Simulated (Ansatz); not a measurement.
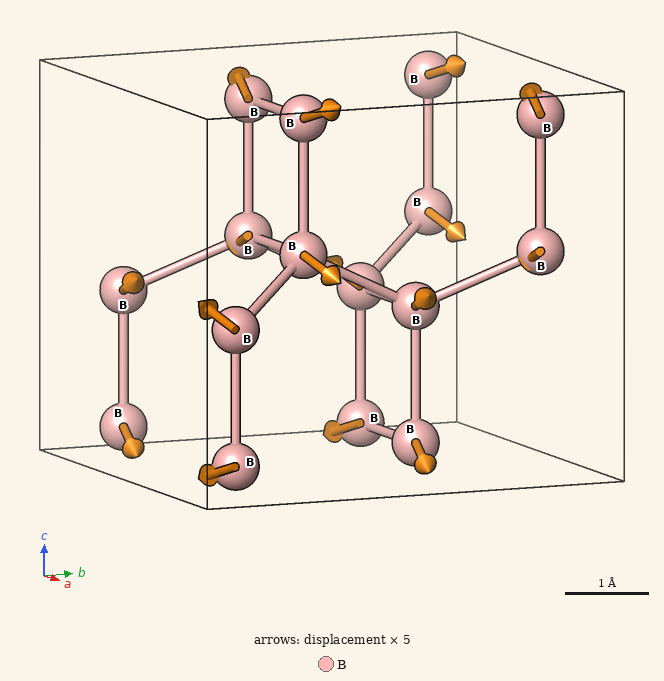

This is a relaxation of solid B (a generated structure, set up in Cmcm) (coarse preliminary run). The starting structure is drawn; orange arrows show the displacements (the part carried along by the change of the cell is left out), 5 times their true length.

The picture is a ball-and-stick view of the conventional cell (2 times the calculation's cell), seen slightly off an axis. Lengths and directions refer to the drawn axes.

Level of theory: Ansatz, DFT PBE, scalar-relativistic, plane waves, PAW. Set-up: plane-wave cutoff 420 eV; k-point mesh 4 × 4 × 4; occupations gaussian; smearing width 0.1 eV; no spin polarisation; cell and atoms relaxed; force threshold 0.04 eV/Å; at most 70 steps.

**What happened in the run?**

After 7 accepted moves (10 points after the start) the energy has fallen by 146 meV per atom. Largest force component: 1.6 eV/Å at the start, 0.0067 eV/Å at the end. Pressure: 18.19 GPa at the start and −0.07 GPa at the end. The line search rejected the trial step at point 5 of the run. The SCF was repeated twice at an unchanged geometry on a basis and grid sized afresh for the cell, which shifted the energy by 2.4 meV per atom at most. The largest moves relative to the cell, 0.17 Å, are those of B atoms. The drawn cell changes as follows: a 5.110 → 4.807 Å (−5.9 %), b 5.528 → 6.091 Å (+10.2 %), c 4.799 → 4.781 Å (−0.4 %); the volume changes by +3.3 %. Among the contacts that change: B–B 1.682 → 1.898 Å, B–B 1.681 → 1.775 Å, B–B 1.652 → 1.690 Å, B–B 1.706 → 1.673 Å. Bond angles that change, for instance: B–B–B 119.4° → 133.2°, B–B–B 120.8° → 107.6°, B–B–B 115.8° → 111.4°. The space group stays Cmcm (No. 63).

Limits of the set-up: the k-point mesh is coarse for a cell with partly filled bands.
